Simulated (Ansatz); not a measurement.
# C₂₁O: geometry relaxation (part 3 of 3)

The same run, continued: C₂₁O (slab, 22 atoms in the cell); DFT PBE, scalar-relativistic, plane waves, PAW, PAW set soft_1, no spin polarisation (Ansatz 0.2.0); cutoff 420 eV, 5×8×1 k-mesh, Gaussian smearing of 0.05 eV. The structure derives from an entry of the Crystallography Open Database. The input holds or restrains some coordinates. Forces given for the steps count only the free coordinates.

Geometry of the input (Å; fractional positions):
```
5.0509  0.0000  0.0000
0.0000  3.5715  0.0000
0.0000  0.0000  21.5290
C  0.2500  0.0000  0.1858
C  0.7500  0.0000  0.1858
C  0.0000  0.2500  0.1858
C  0.5000  0.2500  0.1858
C  0.0000  0.5000  0.2444
C  0.5000  0.5000  0.2444
C  0.2500  0.7500  0.2444
C  0.7500  0.7500  0.2444
C  0.2500  0.0025  0.3028
C  0.7500  0.0025  0.3028
C  0.0000  0.2475  0.3028
C  0.5000  0.2475  0.3028
C  0.0000  0.5097  0.3631
C  0.5000  0.5097  0.3631
C  0.2500  0.7403  0.3631
C  0.7500  0.7403  0.3631
C  0.2500  0.0295  0.4124
C  0.7500  0.0295  0.4124
C  0.0000  0.2205  0.4124
C  0.5000  0.2205  0.4124
C  0.3750  0.2795  0.4839
O  0.3750  0.2795  0.5373
```

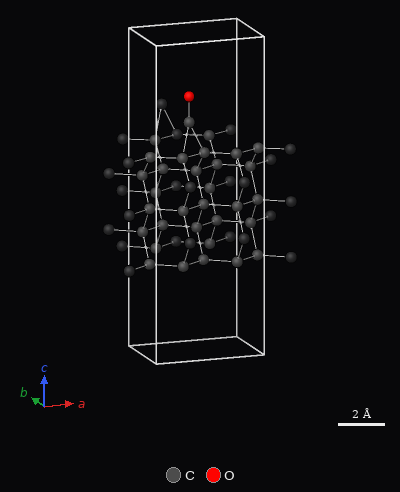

The geometry at step 4 of the log (ball-and-stick view of the cell of the calculation, with the vacuum cut short, seen slightly off an axis; neighbours outside the cell are drawn fainter).

### Output, continued
```
  k-point 20: bands = ["-22.9620", "-20.4591", "-19.5582", "-18.7178", "-17.7947", "-16.2091", "-15.0204", "-14.2296", "-13.8393", "-13.4153", "-12.7872", "-12.0054", "-11.6822", "-11.2079", "-10.7183", "-10.1450", "-9.0359", "-8.8431", "-8.6365", "-8.3309", "-8.2584", "-7.9278", "-7.5460", "-7.3567", "-6.8645", "-6.6317", "-6.4934", "-6.2716", "-6.1231", "-5.9505", "-5.8460", "-5.3897", "-5.3426", "-5.1556", "-4.7124", "-4.6343", "-4.1329", "-3.9200", "-3.7490", "-3.3534", "-2.7815", "-1.4243", "-0.9467", "-0.8101", "0.1350", "1.3168", "1.7916", "2.0937", "2.6452", "4.5138", "5.3957", "5.5749", "5.8771", "6.1019", "6.7897", "6.8708", "6.9166", "7.5426", "7.8809", "7.9739", "8.0592", "8.2245", "8.3057", "8.5846", "8.7065", "8.9416", "9.1137"]
--- Relaxed structure (6 steps of the walk, 6 accepted, 0 SCFs on fresh bases) ---
  F+E_penalty+E_count = -5819.00005069 eV   max|allowed force component| = 4.412e-3 eV/Å
  atoms:
    - { symbol: C, position: [0.24999999999999997, 0.0, 0.18579554749999994] }
    - { symbol: C, position: [0.75, 0.0, 0.18579554749999994] }
    - { symbol: C, position: [0.0, 0.24999999999999994, 0.18579554749999994] }
    - { symbol: C, position: [0.49999999999999994, 0.24999999999999994, 0.18579554749999994] }
    - { symbol: C, position: [0.0, 0.4999999999999999, 0.24444809489999997] }
    - { symbol: C, position: [0.49999999999999994, 0.4999999999999999, 0.24444809489999997] }
    - { symbol: C, position: [0.24999999999999997, 0.7499999999999998, 0.24444809489999997] }
    - { symbol: C, position: [0.75, 0.7499999999999998, 0.24444809489999997] }
    - { symbol: C, position: [0.24999999999999997, 0.0024640199999999995, 0.30282627049999994] }
    - { symbol: C, position: [0.75, 0.0024640199999999995, 0.30282627049999994] }
    - { symbol: C, position: [0.0, 0.24753597999999996, 0.30282627049999994] }
    - { symbol: C, position: [0.49999999999999994, 0.24753597999999996, 0.30282627049999994] }
    - { symbol: C, position: [0.0, 0.5097084337999999, 0.36310877739999997] }
    - { symbol: C, position: [0.49999999999999994, 0.5097084337999999, 0.36310877739999997] }
    - { symbol: C, position: [0.24999999999999997, 0.7402915661999999, 0.36310877739999997] }
    - { symbol: C, position: [0.75, 0.7402915661999999, 0.36310877739999997] }
    - { symbol: C, position: [0.24999999999999997, 0.029493193199999997, 0.41242158109999993] }
    - { symbol: C, position: [0.75, 0.029493193199999997, 0.41242158109999993] }
    - { symbol: C, position: [0.0, 0.22050680679999995, 0.41242158109999993] }
    - { symbol: C, position: [0.49999999999999994, 0.22050680679999995, 0.41242158109999993] }
    - { symbol: C, position: [0.375, 0.27949319319999993, 0.47594226724040317] }
    - { symbol: O, position: [0.375, 0.27949319319999993, 0.5304285580094434] }
```

### Trajectory as extended XYZ (Å, eV, eV/Å), 6 frames, from step=1 to step=6
```
22
Lattice="5.0509 0.0000 0.0000 0.0000 3.5715 0.0000 0.0000 0.0000 21.5290" Properties=species:S:1:pos:R:3:forces:R:3 step=1 energy=-5818.80069
C     1.2627    0.0000    4.0000    0.0147   4.6267   1.1976
C     3.7882    0.0000    4.0000   -0.0045   4.3462   1.1084
C     0.0000    0.8929    4.0000    0.0282  -4.3317   1.1081
C     2.5255    0.8929    4.0000   -0.0385  -4.5716   1.0644
C     0.0000    1.7858    5.2627   -0.0182   0.9536  -1.1068
C     2.5255    1.7858    5.2627    0.0359   0.9843  -1.2216
C     1.2627    2.6787    5.2627   -0.0135  -1.0349  -1.2358
C     3.7882    2.6787    5.2627   -0.0034  -0.9410  -1.0874
C     1.2627    0.0088    6.5196   -0.0193  -0.1346   0.0097
C     3.7882    0.0088    6.5196    0.0164  -0.1111  -0.2324
C     0.0000    0.8841    6.5196   -0.0519  -0.0467   0.1594
C     2.5255    0.8841    6.5196    0.0529   0.2386   0.2882
C     0.0000    1.8204    7.8174   -0.1003   0.0220  -0.4033
C     2.5255    1.8204    7.8174    0.0929  -0.3230  -1.8753
C     1.2627    2.6440    7.8174   -0.0987   0.3168  -0.6329
C     3.7882    2.6440    7.8174   -0.0693   0.6034  -0.1397
C     1.2627    0.1053    8.8790   -1.8652  -2.8739   0.1532
C     3.7882    0.1053    8.8790    1.5076  -0.9514   0.7167
C     0.0000    0.7876    8.8790   -0.3732   0.3189   0.8220
C     2.5255    0.7876    8.8790   -0.2431   2.9299   3.0201
C     1.8941    0.9982   10.4176    1.2091   0.0593  -3.2429
O     1.8941    0.9982   11.5676   -0.0586  -0.0798   1.5294
22
Lattice="5.0509 0.0000 0.0000 0.0000 3.5715 0.0000 0.0000 0.0000 21.5290" Properties=species:S:1:pos:R:3:forces:R:3 step=2 energy=-5818.89517
C     1.2627    0.0000    4.0000   -0.0019   4.6385   1.1902
C     3.7882    0.0000    4.0000   -0.0287   4.3532   1.1132
C     0.0000    0.8929    4.0000    0.0527  -4.3353   1.1013
C     2.5255    0.8929    4.0000   -0.0223  -4.5925   1.0683
C     0.0000    1.7858    5.2627   -0.0139   0.9524  -1.0990
C     2.5255    1.7858    5.2627    0.0377   0.9824  -1.2300
C     1.2627    2.6787    5.2627   -0.0149  -1.0351  -1.2326
C     3.7882    2.6787    5.2627   -0.0077  -0.9484  -1.0856
C     1.2627    0.0088    6.5196   -0.0162  -0.1430   0.0226
C     3.7882    0.0088    6.5196    0.0145  -0.0933  -0.2391
C     0.0000    0.8841    6.5196   -0.0503  -0.0496   0.1585
C     2.5255    0.8841    6.5196    0.0538   0.2818   0.2865
C     0.0000    1.8204    7.8174   -0.1253   0.0138  -0.4018
C     2.5255    1.8204    7.8174    0.0998  -0.3631  -2.0307
C     1.2627    2.6440    7.8174   -0.0784   0.2560  -0.6173
C     3.7882    2.6440    7.8174   -0.0540   0.6319  -0.1257
C     1.2627    0.1053    8.8790   -1.8807  -2.9243   0.1340
C     3.7882    0.1053    8.8790    1.6835  -1.0054   0.6518
C     0.0000    0.7876    8.8790   -0.4397   0.3633   0.7840
C     2.5255    0.7876    8.8790   -0.3789   3.2124   3.0376
C     1.8941    0.9982   10.3668    1.2447  -0.2070  -1.8939
O     1.8941    0.9982   11.5300   -0.0717   0.0108   0.4111
22
Lattice="5.0509 0.0000 0.0000 0.0000 3.5715 0.0000 0.0000 0.0000 21.5290" Properties=species:S:1:pos:R:3:forces:R:3 step=3 energy=-5818.93853
C     1.2627    0.0000    4.0000   -0.0306   4.6700   1.1759
C     3.7882    0.0000    4.0000   -0.0766   4.3586   1.1200
C     0.0000    0.8929    4.0000    0.0943  -4.3347   1.0774
C     2.5255    0.8929    4.0000    0.0127  -4.6370   1.0663
C     0.0000    1.7858    5.2627   -0.0048   0.9422  -1.0844
C     2.5255    1.7858    5.2627    0.0429   0.9624  -1.2524
C     1.2627    2.6787    5.2627   -0.0202  -1.0277  -1.2279
C     3.7882    2.6787    5.2627   -0.0168  -0.9684  -1.0843
C     1.2627    0.0088    6.5196    0.0064  -0.1750   0.0320
C     3.7882    0.0088    6.5196    0.0012  -0.0397  -0.2474
C     0.0000    0.8841    6.5196   -0.0403  -0.0487   0.1625
C     2.5255    0.8841    6.5196    0.0476   0.4133   0.2390
C     0.0000    1.8204    7.8174   -0.1879   0.0031  -0.3857
C     2.5255    1.8204    7.8174    0.1404  -0.5117  -2.6038
C     1.2627    2.6440    7.8174    0.0350   0.1139  -0.5908
C     3.7882    2.6440    7.8174   -0.0242   0.7041  -0.0848
C     1.2627    0.1053    8.8790   -2.2130  -3.2369  -0.2424
C     3.7882    0.1053    8.8790    2.2451  -1.2041   0.4707
C     0.0000    0.7876    8.8790   -0.7451   0.5329   0.5364
C     2.5255    0.7876    8.8790    0.0728   3.8918   1.1753
C     1.8941    0.9982   10.1720    0.7976  -0.8094   1.1890
O     1.8941    0.9982   11.3427   -0.1368   0.4026   0.5629
22
Lattice="5.0509 0.0000 0.0000 0.0000 3.5715 0.0000 0.0000 0.0000 21.5290" Properties=species:S:1:pos:R:3:forces:R:3 step=4 energy=-5818.99941
C     1.2627    0.0000    4.0000   -0.0194   4.6633   1.1818
C     3.7882    0.0000    4.0000   -0.0628   4.3604   1.1168
C     0.0000    0.8929    4.0000    0.0819  -4.3354   1.0850
C     2.5255    0.8929    4.0000    0.0000  -4.6279   1.0665
C     0.0000    1.7858    5.2627   -0.0078   0.9469  -1.0844
C     2.5255    1.7858    5.2627    0.0416   0.9757  -1.2486
C     1.2627    2.6787    5.2627   -0.0186  -1.0349  -1.2299
C     3.7882    2.6787    5.2627   -0.0139  -0.9618  -1.0807
C     1.2627    0.0088    6.5196   -0.0053  -0.1603   0.0358
C     3.7882    0.0088    6.5196    0.0084  -0.0615  -0.2494
C     0.0000    0.8841    6.5196   -0.0455  -0.0528   0.1591
C     2.5255    0.8841    6.5196    0.0523   0.3616   0.2677
C     0.0000    1.8204    7.8174   -0.1701   0.0041  -0.3919
C     2.5255    1.8204    7.8174    0.1221  -0.4530  -2.3620
C     1.2627    2.6440    7.8174   -0.0208   0.1563  -0.5958
C     3.7882    2.6440    7.8174   -0.0316   0.6866  -0.1032
C     1.2627    0.1053    8.8790   -2.0132  -3.0704  -0.0145
C     3.7882    0.1053    8.8790    2.0264  -1.1206   0.5377
C     0.0000    0.7876    8.8790   -0.6120   0.4575   0.6576
C     2.5255    0.7876    8.8790   -0.3461   3.7040   2.4044
C     1.8941    0.9982   10.2547    1.1387  -0.6654  -0.1049
O     1.8941    0.9982   11.4278   -0.1038   0.2275  -0.0460
22
Lattice="5.0509 0.0000 0.0000 0.0000 3.5715 0.0000 0.0000 0.0000 21.5290" Properties=species:S:1:pos:R:3:forces:R:3 step=5 energy=-5819.00005
C     1.2627    0.0000    4.0000   -0.0208   4.6641   1.1811
C     3.7882    0.0000    4.0000   -0.0641   4.3600   1.1172
C     0.0000    0.8929    4.0000    0.0834  -4.3350   1.0840
C     2.5255    0.8929    4.0000    0.0013  -4.6293   1.0669
C     0.0000    1.7858    5.2627   -0.0075   0.9464  -1.0844
C     2.5255    1.7858    5.2627    0.0418   0.9747  -1.2491
C     1.2627    2.6787    5.2627   -0.0187  -1.0342  -1.2297
C     3.7882    2.6787    5.2627   -0.0143  -0.9623  -1.0808
C     1.2627    0.0088    6.5196   -0.0042  -0.1617   0.0359
C     3.7882    0.0088    6.5196    0.0078  -0.0595  -0.2494
C     0.0000    0.8841    6.5196   -0.0451  -0.0525   0.1594
C     2.5255    0.8841    6.5196    0.0520   0.3671   0.2653
C     0.0000    1.8204    7.8174   -0.1725   0.0037  -0.3912
C     2.5255    1.8204    7.8174    0.1240  -0.4585  -2.3858
C     1.2627    2.6440    7.8174   -0.0160   0.1506  -0.5945
C     3.7882    2.6440    7.8174   -0.0306   0.6885  -0.1014
C     1.2627    0.1053    8.8790   -2.0304  -3.0845  -0.0335
C     3.7882    0.1053    8.8790    2.0501  -1.1290   0.5304
C     0.0000    0.7876    8.8790   -0.6245   0.4648   0.6463
C     2.5255    0.7876    8.8790   -0.3225   3.7289   2.3159
C     1.8941    0.9982   10.2466    1.1175  -0.6862   0.0018
O     1.8941    0.9982   11.4196   -0.1068   0.2439  -0.0045
22
Lattice="5.0509 0.0000 0.0000 0.0000 3.5715 0.0000 0.0000 0.0000 21.5290" Properties=species:S:1:pos:R:3:forces:R:3 step=6 energy=-5819.00005
C     1.2627    0.0000    4.0000   -0.0208   4.6641   1.1812
C     3.7882    0.0000    4.0000   -0.0641   4.3600   1.1172
C     0.0000    0.8929    4.0000    0.0834  -4.3350   1.0840
C     2.5255    0.8929    4.0000    0.0013  -4.6293   1.0669
C     0.0000    1.7858    5.2627   -0.0075   0.9463  -1.0844
C     2.5255    1.7858    5.2627    0.0418   0.9747  -1.2491
C     1.2627    2.6787    5.2627   -0.0187  -1.0342  -1.2297
C     3.7882    2.6787    5.2627   -0.0143  -0.9624  -1.0808
C     1.2627    0.0088    6.5196   -0.0042  -0.1616   0.0358
C     3.7882    0.0088    6.5196    0.0078  -0.0594  -0.2494
C     0.0000    0.8841    6.5196   -0.0450  -0.0525   0.1594
C     2.5255    0.8841    6.5196    0.0520   0.3671   0.2652
C     0.0000    1.8204    7.8174   -0.1725   0.0036  -0.3912
C     2.5255    1.8204    7.8174    0.1240  -0.4585  -2.3858
C     1.2627    2.6440    7.8174   -0.0160   0.1506  -0.5945
C     3.7882    2.6440    7.8174   -0.0306   0.6884  -0.1014
C     1.2627    0.1053    8.8790   -2.0304  -3.0844  -0.0335
C     3.7882    0.1053    8.8790    2.0502  -1.1289   0.5303
C     0.0000    0.7876    8.8790   -0.6244   0.4649   0.6465
C     2.5255    0.7876    8.8790   -0.3227   3.7289   2.3160
C     1.8941    0.9982   10.2466    1.1175  -0.6862   0.0017
O     1.8941    0.9982   11.4196   -0.1068   0.2438  -0.0044
```

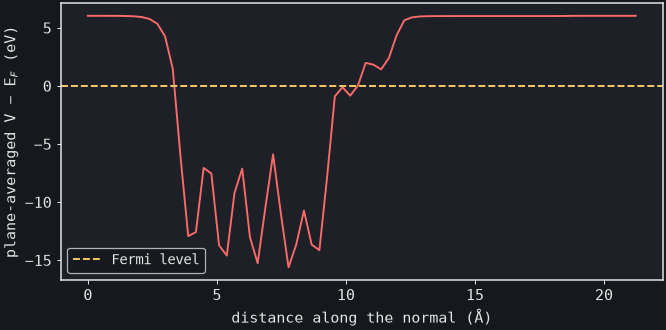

Plane average of the electrostatic potential energy of an electron across the cell, from the Fermi level. The vacuum level lies 6.01 eV above the Fermi level on the upper side and 6.03 eV on the lower.

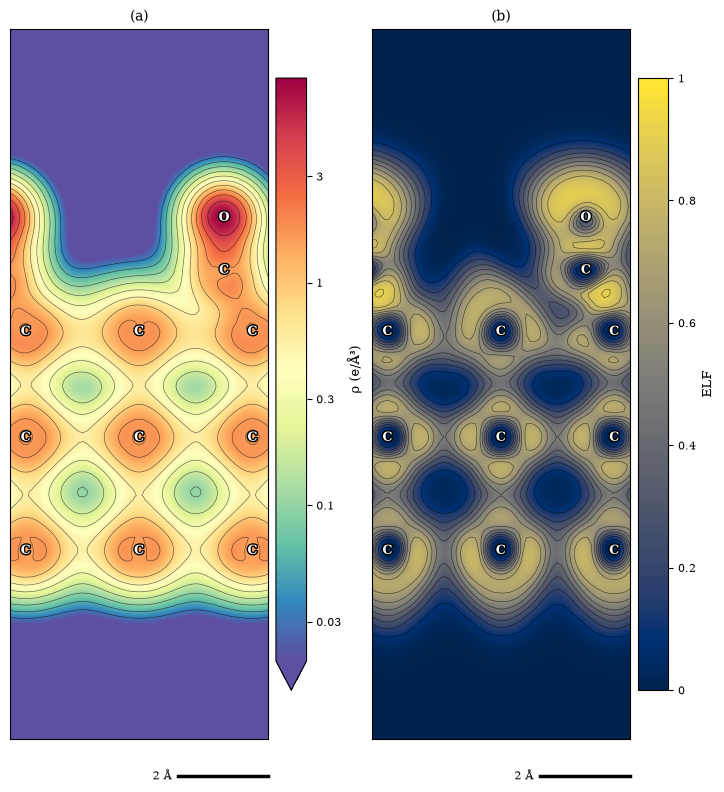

(a) valence pseudo-density; (b) electron localisation function on the (010) plane of the calculation cell, a cut from vacuum to vacuum. Atoms in the plane: C and O. C–O (1.17 Å): the density is about 3.6 e/Å³ at the midpoint; the ELF peaks at about 0.85 between the atoms (inside overlapping PAW spheres, so only a guide); a multiple bond by its length, whose ELF region spreads away from the axis. The density dies away to nearly zero in the vacuum. In a PAW calculation such maps are meaningful between the atoms, not at the nuclei.

### Summary

| quantity | value |
| --- | --- |
| outcome | converged under the restraints of the input |
| electrons treated | 90 |
| free energy | −5819.0001 eV |
| work function, top face | 6.01 eV |
| work function, bottom face | 6.03 eV |
| Fermi energy | 0.313 eV |
| gap on the k-point mesh | none (metallic) |
| final volume | 388.38 Å³ |
| work function (upper face) | 6.01 eV |
| largest force (length of the vector) at the end, held atoms and coordinates included | 4.811 eV/Å |
| wall time | 6.5 min (CPU time 13 min) |
| peak memory | 0.88 GiB |

### Notes

The program warns: the exchange-correlation potential is rough where the density is thin.
